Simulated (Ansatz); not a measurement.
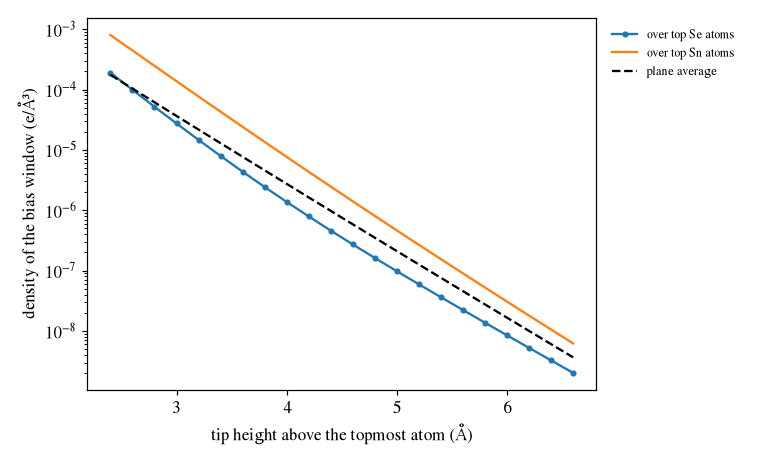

Approach curves over monolayer SnSe at a sample bias of −1.05 V.

The STM signal is simulated in the Tersoff–Hamann approximation. Zero bias is put in the middle of the gap by convention. Bias windows are sharp sums over the levels of the k mesh.

These are results of Ansatz, DFT PBE+D3(BJ), scalar-relativistic, plane waves, PAW, not measurements. Cutoff 420 eV, 20 × 19 k-points, Gaussian smearing 0.05 eV, dipole correction. No spin polarisation. Spin–orbit coupling is left out; with Sn it can shift levels and gaps.

```cif
data_structure
_symmetry_space_group_name_H-M 'P 1'
_symmetry_Int_Tables_number 1
_cell_length_a 4.2539
_cell_length_b 4.5315
_cell_length_c 20.8573
_cell_angle_alpha 90.000
_cell_angle_beta 90.000
_cell_angle_gamma 90.000
_cell_volume 402.06
loop_
_atom_site_label
_atom_site_type_symbol
_atom_site_fract_x
_atom_site_fract_y
_atom_site_fract_z
_atom_site_occupancy
Sn1 Sn 0.75000 0.60146 0.43150 1
Se1 Se 0.25000 0.02254 0.43895 1
Se2 Se 0.75000 0.52254 0.56105 1
Sn2 Sn 0.25000 0.10146 0.56850 1
```

How fast does the current decay, and what apparent barrier height does that imply?

Answer. Near 4 Å the plane average falls as exp(−2.58 z/Å), a factor of 13 per ångström, which gives an apparent barrier of 6.3 eV (0.952 eV Å² times the slope squared). The vacuum level lies 3.93 eV above zero bias. The highest filled states lie 4.50 eV under it. The apparent barrier is above 4.50 eV. The value exceeds even the 4.98 eV between the vacuum level and the deepest states of the window, so their depth alone doesn't explain it. States away from the zone centre decay faster, since their momentum along the surface adds to the barrier, and that may account for the rest.
